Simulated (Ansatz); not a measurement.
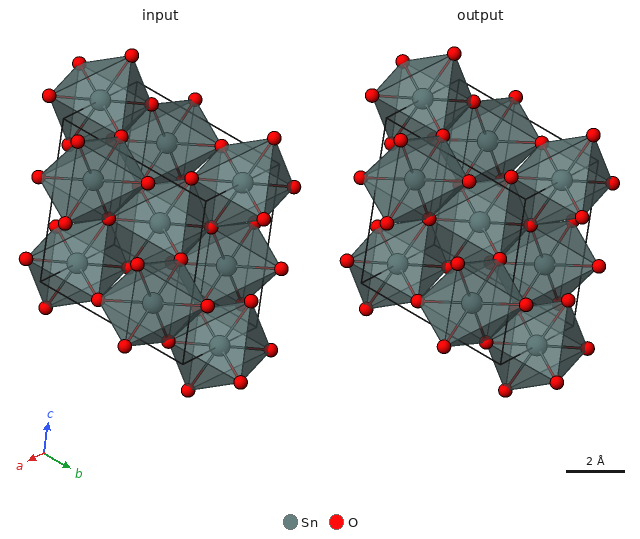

The structure of a crystal of SnO2 (set up in Imma) before (left) and after (right) a relaxation, at one scale.

Style: polyhedral. Shown: the cell of the calculation, slightly off an axis.

Theory: Ansatz, DFT LDA, scalar-relativistic, plane waves, PAW. (plane-wave cutoff 420 eV; k-point mesh 6 × 6 × 6; occupations gaussian; smearing width 0.05 eV; no spin polarisation)

What changed between the two?

Answer. The largest moves relative to the cell, 0.026 Å, are those of O atoms. Sn stays in place. The drawn cell changes as follows: a 5.699 → 5.611 Å (−1.5 %), b 5.699 → 5.581 Å (−2.1 %), c 5.699 → 5.784 Å (+1.5 %), α 111.9° → 111.6°, β 108.3° → 109.1°, γ 108.3° → 107.7°; the volume changes by −2.1 %. Some distances before and after: O–Sn 2.044 → 2.020 Å, O–Sn 2.055 → 2.031 Å, O–Sn 2.055 → 2.066 Å. Among the angles between lasting bonds that change: O–Sn–O 90.0° → 92.2°, O–Sn–O 90.0° → 87.8°. The space group (tolerance 0.01 Å) goes from P4_2/mnm (No. 136) to P-1 (No. 2).
